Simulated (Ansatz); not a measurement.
Si$_{3}$N$_{4}$

Input

```
crystal:
  lattice:
    - [7.614, 0.0, 0.0]
    - [-3.807, 6.5939174244, 0.0]
    - [0.0, 0.0, 2.9123]
  atoms:
    - { symbol: Si, position: [0.1799, 0.7733, 0.25] }
    - { symbol: Si, position: [0.4066, 0.1799, 0.75] }
    - { symbol: Si, position: [0.2267, 0.4066, 0.25] }
    - { symbol: Si, position: [0.8201, 0.2267, 0.75] }
    - { symbol: Si, position: [0.5934, 0.8201, 0.25] }
    - { symbol: Si, position: [0.7733, 0.5934, 0.75] }
    - { symbol: "N", position: [0.3333333333, 0.6666666667, 0.25] }
    - { symbol: "N", position: [0.6666666667, 0.3333333333, 0.75] }
    - { symbol: "N", position: [0.3356, 0.033, 0.25] }
    - { symbol: "N", position: [0.3026, 0.3356, 0.75] }
    - { symbol: "N", position: [0.967, 0.3026, 0.25] }
    - { symbol: "N", position: [0.6644, 0.967, 0.75] }
    - { symbol: "N", position: [0.6974, 0.6644, 0.25] }
    - { symbol: "N", position: [0.033, 0.6974, 0.75] }
kpoints:
  mp_grid: { grid: [4, 4, 9] }
scf:
  occupations: { method: fermi_dirac, width: 0.02 }
hamiltonian:
  xc: pbe
  pseudopotentials: { kind: paw, frozen_core: stored }
output:
  forces: true
  stress: true
  populations: true
  efg: { quadrupole_moments_barn: { "N": 0.02044 } }
  write_density: true
  write_potential: true
  elf: true
  volumetric_format: npy
relax:
  f_tol: 0.02
  max_steps: 60
```

Run with:

```sh
ansatz run input.yaml --threads 1 --pin off --max-ram 3072MiB --backend cpu --events-out ev --progress --plain --runs-dir out
```

Below, planes, directions and counts refer to the conventional cell (a = 7.61 Å, b = 7.61 Å, c = 2.91 Å, α = 90.00°, β = 90.00°, γ = 120.00°).

The fields are those of the relaxed geometry.

Space group P6₃/m; computed pressure about 4 GPa in this cell.

Method: DFT, PBE, plane-wave PAW, default files, scalar-relativistic, frozen cores in Ansatz.

**What can the converged valence pseudo-density and electron localisation function tell about the bonding?**

Si–N (1.74 Å): ρ at the midpoint is about 1.1 e/Å³; the ELF peaks at about 0.90 between the atoms, as expected for a shared but strongly polarised pair.

**Does the calculation give a band gap?**

It is gapped, with a Kohn–Sham gap of 4.3 eV on the k-point mesh, an upper bound to the gap of this method.

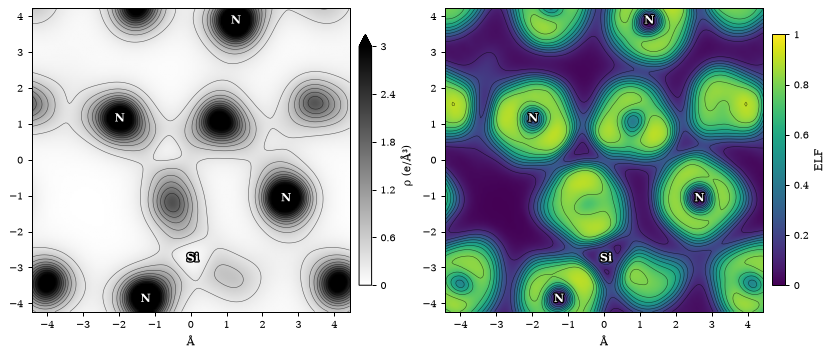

Computed valence pseudo-density and electron localisation function on the (111) plane of the conventional cell, in this order. Atoms just off the plane (Si, 0.4 Å away and N, 0.3 Å away) can leave unmarked features too.

The density is the valence pseudo-density of a PAW calculation; it isn't the true density close to the nuclei.
